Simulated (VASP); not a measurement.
Optical-spectrum calculation, with input and output: AgCl (part 1 of 4)

- system: AgCl (Fm-3m, 2 atoms in the cell)
- method: Kohn-Sham DFT of a periodic cell, r2SCAN with D3(BJ), spin-orbit coupling, VASP PAW PBE potentials, hard, no spin polarisation (VASP 6.6.1)

The structure derives from an entry of the Crystallography Open Database.

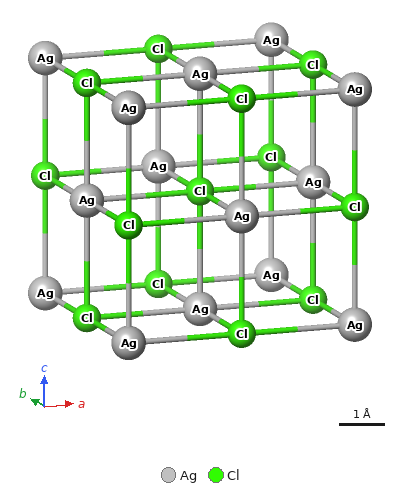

Fig. 1: The input geometry (ball-and-stick view of the cell 4 times as large as that of the calculation, set on its symmetry axes, seen slightly off an axis). Near neighbours in the crystal (not all of them lie inside the picture): Ag has 6 Cl at 2.73 to 2.74 Å; Cl has 6 Ag at 2.73 to 2.74 Å.

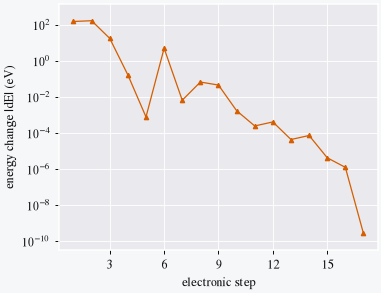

Fig. 2: Convergence of the self-consistent field: energy change |dE| against the electronic step. It takes 17 electronic steps. The density is held fixed in the first few steps, and dE rises again when its update begins.

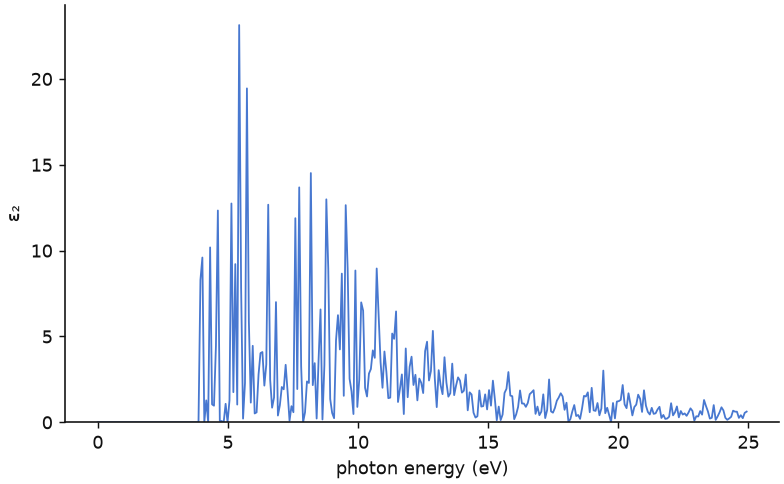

Fig. 3: Imaginary part of the dielectric function (first component that the program prints). The highest peak, 23.1, lies at 5.43 eV.

These pictures come from the run below.

**INCAR**
```
PREC = Accurate
ENCUT = 900
EDIFF = 1E-6
ISMEAR = 0
SIGMA = 0.01
LREAL = F
LASPH = T
NELM = 80
ALGO = Normal
ISIF = 2
LWAVE = F
LCHARG = F
LNONCOLLINEAR = T
MAGMOM = 0 0 0 0 0 0
LORBIT = 11
LSORBIT = T
GGA_COMPAT = F
LMAXMIX = 4
METAGGA = R2SCAN
LMIXTAU = T
IVDW = 12
VDW_S6 = 1.0
VDW_S8 = 0.78981345
VDW_A1 = 0.49484001
VDW_A2 = 5.73083694
LOPTICS = T
NBANDS = 82
NEDOS = 1000
CSHIFT = 0.05
```

**KPOINTS**
```
Automatic mesh
0
Gamma
  6 6 6
```

**POSCAR**
```
AgCl
1.0
    0.0000000000      2.7350000000      2.7350000000
    2.7350000000      0.0000000000      2.7350000000
    2.7350000000      2.7350000000      0.0000000000
Ag Cl
1 1
Direct
    0.0000000000      0.0000000000      0.0000000000
    0.5000000000      0.5000000000      0.5000000000
```

Command:
```bash
cat potpaw_PBE.64/Ag/POTCAR potpaw_PBE.64/Cl_h/POTCAR > POTCAR
mpirun -np 1 vasp_ncl > vasp.out
```

**OSZICAR**
```
N       E                     dE             d eps       ncg     rms          rms(c)
DAV:   1     0.155255353544E+03    0.15526E+03   -0.95059E+03  2624   0.646E+02
DAV:   2    -0.156555380674E+02   -0.17091E+03   -0.13885E+03  2982   0.181E+02
DAV:   3    -0.335428449364E+02   -0.17887E+02   -0.17318E+02  3156   0.606E+01
DAV:   4    -0.337117415740E+02   -0.16890E+00   -0.16864E+00  3312   0.514E+00
DAV:   5    -0.337125329243E+02   -0.79135E-03   -0.79127E-03  3072   0.384E-01    0.472E+00
DAV:   6    -0.286673816329E+02    0.50452E+01   -0.11546E+00  2936   0.811E+00    0.649E+00
DAV:   7    -0.286740640792E+02   -0.66824E-02   -0.11524E-01  3078   0.177E+00    0.426E+00
DAV:   8    -0.286059667010E+02    0.68097E-01   -0.92656E-02  2810   0.204E+00    0.654E-01
DAV:   9    -0.286521888102E+02   -0.46222E-01   -0.21786E-02  2796   0.741E-01    0.339E-01
DAV:  10    -0.286539414227E+02   -0.17526E-02   -0.20544E-03  2858   0.300E-01    0.103E-01
DAV:  11    -0.286541915247E+02   -0.25010E-03   -0.84638E-04  2892   0.160E-01    0.760E-02
DAV:  12    -0.286546092270E+02   -0.41770E-03   -0.10510E-04  2942   0.573E-02    0.431E-02
DAV:  13    -0.286545649519E+02    0.44275E-04   -0.19980E-04  2796   0.900E-02    0.418E-02
DAV:  14    -0.286546389267E+02   -0.73975E-04   -0.39853E-05  2790   0.319E-02    0.239E-02
DAV:  15    -0.286546346150E+02    0.43117E-05   -0.13942E-05  2920   0.252E-02    0.315E-03
DAV:  16    -0.286546358799E+02   -0.12650E-05   -0.70990E-07  2876   0.422E-03    0.193E-03
DAV:  17    -0.286546358802E+02   -0.27308E-09   -0.11072E-07  2614   0.247E-03
   1 F= -.28978084E+02 E0= -.28978084E+02  d E =-.604805E-29  mag=     0.0000    -0.0000    -0.0000
 imaginary and real dielectric function
```

**Parts of OUTCAR**
```
PREC = Accurate
   ENCUT = 900
   EDIFF = 1E-6
   ISMEAR = 0
   LREAL = F
   LASPH = T
   NELM = 80
   ISIF = 2
   LNONCOLLINEAR = T
   LORBIT = 11
   LSORBIT = T
   METAGGA = R2SCAN
   IVDW = 12
   VDW_S6 = 1.0
   VDW_S8 = 0.78981345
   VDW_A1 = 0.49484001
   VDW_A2 = 5.73083694
     VDW_S6 = 1
     VDW_S8 = 0.79
     VDW_A1 = 0.495
     VDW_A2 = 5.731
 IVDW          = 12
 VDW_S6        =  1.00000000  s6, scaling of the dipole-dipole dispersion
 VDW_S8        =  0.78981345  s8, scaling of the dipole-quadrupole dispersion
 VDW_A1        =  0.49484001  a1, scaling of the critical radii
 VDW_A2        =  5.73083694  a2, offset of the critical radii
 VDW_RADIUS    = 50.20216178  two-body interaction cutoff (in Angstroms)
 VDW_CNRADIUS  = 21.16708996  CN, coordination number cutoff (in Angstroms)

 ion  position               nearest neighbor table
   1  0.000  0.000  0.000-   2 2.73   2 2.73   2 2.73   2 2.73   2 2.73   2 2.73
   2  0.500  0.500  0.500-   1 2.73   1 2.73   1 2.73   1 2.73   1 2.73   1 2.73

  LATTYP: Found a face centered cubic cell.
 ALAT       =     5.4700000000

  Lattice vectors:

 A1 = (   0.0000000000,   2.7350000000,   2.7350000000)
 A2 = (   2.7350000000,   0.0000000000,   2.7350000000)
 A3 = (   2.7350000000,   2.7350000000,   0.0000000000)

Analysis of symmetry for initial positions (statically):
=====================================================================
 Subroutine PRICEL returns:
 Original cell was already a primitive cell.

 Routine SETGRP: Setting up the symmetry group for a
 face centered cubic supercell.

 Subroutine GETGRP returns: Found 48 space group operations
 (whereof 48 operations were pure point group operations)
 out of a pool of 48 trial point group operations.

The static configuration has the point symmetry O_h .

Analysis of symmetry for dynamics (positions and initial velocities):
=====================================================================
 Subroutine PRICEL returns:
 Original cell was already a primitive cell.

 Routine SETGRP: Setting up the symmetry group for a
 face centered cubic supercell.

 Subroutine GETGRP returns: Found 48 space group operations
 (whereof 48 operations were pure point group operations)
 out of a pool of 48 trial point group operations.

The dynamic configuration has the point symmetry O_h .

Analysis of structural, dynamic, and magnetic symmetry:
=====================================================================
 Subroutine PRICEL returns:
 Original cell was already a primitive cell.

 Routine SETGRP: Setting up the symmetry group for a
 face centered cubic supercell.

 Subroutine GETGRP returns: Found 48 space group operations
 (whereof 48 operations were pure point group operations)
 out of a pool of 48 trial point group operations.

The overall configuration has the point symmetry O_h .

 Subroutine INISYM returns: Found 48 space group operations
 (whereof 48 operations are pure point group operations),
 and found     1 'primitive' translations

----------------------------------------------------------------------------------------

                                     Primitive cell

  volume of cell :      40.9168

  direct lattice vectors                    reciprocal lattice vectors
     0.000000000  2.735000000  2.735000000    -0.182815356  0.182815356  0.182815356
     2.735000000  0.000000000  2.735000000     0.182815356 -0.182815356  0.182815356
     2.735000000  2.735000000  0.000000000     0.182815356  0.182815356 -0.182815356

  length of vectors
     3.867874093  3.867874093  3.867874093     0.316645486  0.316645486  0.316645486

  position of ions in fractional coordinates (direct lattice)
     0.000000000  0.000000000  0.000000000
     0.500000000  0.500000000  0.500000000

  ion indices of the primitive-cell ions
   primitive index   ion index
                 1           1
                 2           2

----------------------------------------------------------------------------------------

 KPOINTS: Automatic mesh

Automatic generation of k-mesh.
 Grid dimensions read from file:
 generate k-points for:    6    6    6

 Generating k-lattice:

  Cartesian coordinates                     Fractional coordinates (reciprocal lattice)
    -0.030469226  0.030469226  0.030469226     0.166666667  0.000000000  0.000000000
     0.030469226 -0.030469226  0.030469226     0.000000000  0.166666667  0.000000000
     0.030469226  0.030469226 -0.030469226     0.000000000  0.000000000  0.166666667

  Length of vectors
     0.052774248  0.052774248  0.052774248

  Shift w.r.t. Gamma in fractional coordinates (k-lattice)
     0.000000000  0.000000000  0.000000000

 Subroutine IBZKPT returns following result:
 ===========================================

 Found     16 irreducible k-points:

 Following reciprocal coordinates:
            Coordinates               Weight
  0.000000  0.000000  0.000000      1.000000
  0.166667  0.000000  0.000000      8.000000
  0.333333  0.000000  0.000000      8.000000
  0.500000  0.000000  0.000000      4.000000
  0.166667  0.166667  0.000000      6.000000
  0.333333  0.166667  0.000000     24.000000
  0.500000  0.166667  0.000000     24.000000
 -0.333333  0.166667  0.000000     24.000000
 -0.166667  0.166667  0.000000     12.000000
  0.333333  0.333333  0.000000      6.000000
  0.500000  0.333333  0.000000     24.000000
 -0.333333  0.333333  0.000000     12.000000
  0.500000  0.500000  0.000000      3.000000
  0.500000  0.333333  0.166667     24.000000
 -0.333333  0.333333  0.166667     24.000000
 -0.333333  0.500000  0.166667     12.000000
   k-points           NKPTS =     16   k-points in BZ     NKDIM =     16   number of bands    NBANDS=     82
   number of dos      NEDOS =   1000   number of ions     NIONS =      2
   total plane-waves  NPLWV =  64000
   dimension x,y,z NGX =    40 NGY =   40 NGZ =   40
   dimension x,y,z NGXF=    80 NGYF=   80 NGZF=   80
   ions per type =               1   1
   NGX,Y,Z   is equivalent  to a cutoff of  17.19, 17.19, 17.19 a.u.
   NGXF,Y,Z  is equivalent  to a cutoff of  34.38, 34.38, 34.38 a.u.
 SYSTEM =  unknown system
   PREC   = accura    normal or accurate (medium, high low for compatibility)
   ISTART =      0    job   : 0-new  1-cont  2-samecut
   ICHARG =      2    charge: 1-file 2-atom 10-const
   ISPIN  =      1    spin polarized calculation?
   LNONCOLLINEAR =      T non collinear calculations
   LSORBIT =      T    spin-orbit coupling
   LASPH  =      T    aspherical Exc in radial PAW
   ENCUT  =  900.0 eV  66.15 Ry    8.13 a.u.   9.46  9.46  9.46*2*pi/ulx,y,z
   NELM   =     80;   NELMIN=  2; NELMDL= -5     # of ELM steps
   EDIFF  = 0.1E-05   stopping-criterion for ELM
   LREAL  =      F    real-space projection
   EDIFFG = 0.1E-04   stopping-criterion for IOM
   NSW    =      0    number of steps for IOM
   IBRION =     -1    ionic relax: 0-MD 1-quasi-New 2-CG
   NFREE  =      0    steps in history (QN), initial steepest desc. (CG)
   ISIF   =      2    stress and relaxation
   ISYM   =      2    0-nonsym 1-usesym 2-fastsym
   POTIM  = 0.5000    time-step for ionic-motion
   TEBEG  =    0.0;   TEEND  =   0.0 temperature during run
   PSTRESS=    0.0 pullay stress
   NELECT =      18.0000    total number of electrons
   NUPDOWN=      -1.0000    fix difference up-down
   EMIN   =  10.00;   EMAX   =-10.00  energy-range for DOS
   EFERMI =   0.00;   METHOD = LEGACY
   ISMEAR =     0;   SIGMA  =   0.01  broadening in eV -4-tet -1-fermi 0-gaus
   EFERMI_NEDOS =   21; number of points for ismear=-14 and -15
   IALGO  =     38    algorithm
   IMIX   =      4    mixing-type and parameters
     AMIX     =   0.40;   BMIX     =  1.00
     AMIX_MAG =   1.60;   BMIX_MAG =  1.00
  volume/ion in A,a.u.               =      20.46       138.06
  Fermi-wavevector in a.u.,A,eV,Ry     =   1.245083  2.352866 21.092186  1.550232
  Thomas-Fermi vector in A             =   2.379321
   LORBIT       =     11    0 simple, 1 ext, 2 COOP (PROOUT), +10 PAW based schemes
   METAGGA = R2SCAN    functional components
   LHFCALC =     F    Hartree Fock is set to
   AEXX    =    0.0000 exact exchange contribution
   IVDW    =    12    specifies the selected vdW correction
   LEPSILON=     F    determine dielectric tensor
   LRPA    =     F    only Hartree local field effects (RPA)
 Gauss-broadening in eV      SIGMA  =   0.01
  energy-cutoff  :      900.00
  volume of cell :       40.92
 maximum number of plane-waves:      5130
 NGX is ok and might be reduce to    40
   NGX = 19   NGY = 19   NGZ = 19

 number of electron      18.0000000 magnetization       0.0000000      0.0000000      0.0000000

 number of electron      18.0000001 magnetization      -0.0000000      0.0000000      0.0000000

 number of electron      18.0000001 magnetization       0.0000000     -0.0000000     -0.0000000

 Free energy of the ion-electron system (eV)
  ---------------------------------------------------
  ext. energy  EPLUGINS =         0.00000000
  ---------------------------------------------------
  free energy    TOTEN  =       -28.65463588 eV

  energy without entropy =      -28.65463588  energy(sigma->0) =      -28.65463588

 E-fermi :   4.5311     XC(G=0): -10.7579     alpha+bet :-10.5170

 val. band max:        4.4549088922   @ k =   0.5000   0.0000   0.0000
 cond. band min:       5.8368136424   @ k =   0.0000   0.0000   0.0000
 fundamental gap:      1.3819047503
 Fermi energy:         4.5311396583

 k-point     1 :       0.0000    0.0000    0.0000
  band No.  band energies     occupation
      1     -11.6951      1.00000
      2     -11.6951      1.00000
      3       1.4940      1.00000
      4       1.4940      1.00000
      5       1.4940      1.00000
      6       1.4940      1.00000
      7       1.6891      1.00000
      8       1.6891      1.00000
      9       1.8336      1.00000
     10       1.8336      1.00000
     11       1.8336      1.00000
     12       1.8336      1.00000
     13       2.0073      1.00000
     14       2.0073      1.00000
     15       2.0421      1.00000
     16       2.0421      1.00000
     17       2.0421      1.00000
     18       2.0421      1.00000
     19       5.8368      0.00000
     20       5.8368      0.00000
     21      15.6001      0.00000
     22      15.6001      0.00000
     23      15.6001      0.00000
     24      15.6001      0.00000
     25      15.6712      0.00000
     26      15.6712      0.00000
     27      17.1466      0.00000
     28      17.1466      0.00000
     29      18.3879      0.00000
     30      18.3879      0.00000

 k-point     2 :       0.1667    0.0000    0.0000
  band No.  band energies     occupation
      1     -11.5802      1.00000
      2     -11.5802      1.00000
      3       0.5761      1.00000
      4       0.5761      1.00000
      5       0.7303      1.00000
      6       0.7303      1.00000
      7       0.7821      1.00000
      8       0.7821      1.00000
      9       1.8089      1.00000
     10       1.8089      1.00000
     11       1.8756      1.00000
     12       1.8756      1.00000
     13       2.2584      1.00000
     14       2.2584      1.00000
     15       2.9945      1.00000
     16       2.9945      1.00000
     17       3.0359      1.00000
     18       3.0359      1.00000
     19       6.9839      0.00000
     20       6.9839      0.00000
     21      13.7001      0.00000
     22      13.7001      0.00000
     23      14.9793      0.00000
     24      14.9793      0.00000
     25      15.1155      0.00000
     26      15.1155      0.00000
     27      16.9063      0.00000
     28      16.9063      0.00000
     29      16.9700      0.00000
     30      16.9700      0.00000

 k-point     3 :       0.3333    0.0000    0.0000
  band No.  band energies     occupation
      1     -11.3346      1.00000
      2     -11.3346      1.00000
      3      -0.7495      1.00000
      4      -0.7495      1.00000
      5       0.0551      1.00000
      6       0.0551      1.00000
      7       0.0982      1.00000
      8       0.0982      1.00000
      9       2.0046      1.00000
     10       2.0046      1.00000
     11       2.0648      1.00000
     12       2.0648      1.00000
     13       2.5038      1.00000
     14       2.5038      1.00000
     15       3.9846      1.00000
     16       3.9846      1.00000
     17       4.0330      1.00000
     18       4.0330      1.00000
     19       8.6142      0.00000
     20       8.6142      0.00000
     21      12.0213      0.00000
     22      12.0213      0.00000
     23      13.1994      0.00000
     24      13.1994      0.00000
     25      13.4151      0.00000
     26      13.4151      0.00000
     27      17.6745      0.00000
     28      17.6745      0.00000
     29      17.6916      0.00000
     30      17.6916      0.00000

 k-point     4 :       0.5000    0.0000    0.0000
  band No.  band energies     occupation
      1     -11.2026      1.00000
      2     -11.2026      1.00000
      3      -1.2873      1.00000
      4      -1.2873      1.00000
      5      -0.1840      1.00000
      6      -0.1840      1.00000
      7      -0.1428      1.00000
      8      -0.1428      1.00000
      9       2.1136      1.00000
     10       2.1136      1.00000
     11       2.1641      1.00000
     12       2.1641      1.00000
     13       2.6404      1.00000
     14       2.6404      1.00000
     15       4.4060      1.00000
     16       4.4060      1.00000
     17       4.4549      1.00000
     18       4.4549      1.00000
     19       8.9898      0.00000
     20       8.9898      0.00000
     21      11.8216      0.00000
     22      11.8216      0.00000
     23      12.4349      0.00000
     24      12.4349      0.00000
     25      12.6572      0.00000
     26      12.6572      0.00000
     27      18.5097      0.00000
     28      18.5097      0.00000
     29      18.5548      0.00000
     30      18.5548      0.00000

 k-point     5 :       0.1667    0.1667    0.0000
  band No.  band energies     occupation
      1     -11.5496      1.00000
      2     -11.5496      1.00000
      3       0.0354      1.00000
      4       0.0354      1.00000
      5       1.1187      1.00000
      6       1.1187      1.00000
      7       1.2195      1.00000
      8       1.2195      1.00000
      9       1.5740      1.00000
     10       1.5740      1.00000
     11       2.0320      1.00000
     12       2.0320      1.00000
     13       2.2598      1.00000
     14       2.2598      1.00000
     15       2.5147      1.00000
     16       2.5147      1.00000
     17       2.9919      1.00000
     18       2.9919      1.00000
     19       7.4413      0.00000
     20       7.4413      0.00000
     21      13.8918      0.00000
     22      13.8918      0.00000
     23      14.1147      0.00000
     24      14.1147      0.00000
     25      15.0669      0.00000
     26      15.0669      0.00000
     27      15.1833      0.00000
     28      15.1833      0.00000
     29      19.0038      0.00000
     30      19.0038      0.00000

 [... the levels of 10 k-points are left out ...]
```
